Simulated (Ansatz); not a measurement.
Hg (P6/mmm, No. 191): the geometry relaxed with Ansatz, DFT, RPBE, plane waves (420 eV) with PAW, scalar-relativistic; the starting structure was generated, so it need not be a known form of this composition.

```cif
data_structure
_symmetry_space_group_name_H-M 'P6/mmm'
_symmetry_Int_Tables_number 191
_cell_length_a 8.4072
_cell_length_b 8.4072
_cell_length_c 5.1500
_cell_angle_alpha 90.000
_cell_angle_beta 90.000
_cell_angle_gamma 120.000
_cell_volume 315.24
loop_
_atom_site_label
_atom_site_type_symbol
_atom_site_symmetry_multiplicity
_atom_site_Wyckoff_symbol
_atom_site_fract_x
_atom_site_fract_y
_atom_site_fract_z
_atom_site_occupancy
Hg1 Hg 1 a 0.00000 0.00000 0.00000 1
Hg2 Hg 2 d 0.33333 0.66667 0.50000 1
```

### What will a HAADF-like image along [001] show? Simulation: incoherent imaging, intensity Z^1.6 per atom, probe width 1.30 Å, thin sample. The probe carries 25 % of its weight in a tail 2.5 times as wide. The display is stretched by a gamma of 0.65; percentages refer to the linear signal.

The columns repeat on a hexagonal net with a repeat of 4.85 Å (plane group p6mm). All columns are alike (Hg). The shortest distance between visible columns is 4.85 Å in projection. Along the beam the structure repeats every 5.15 Å.

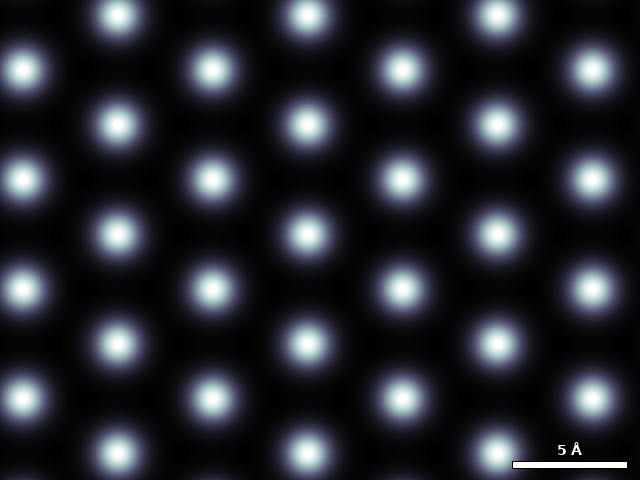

The simulated image.
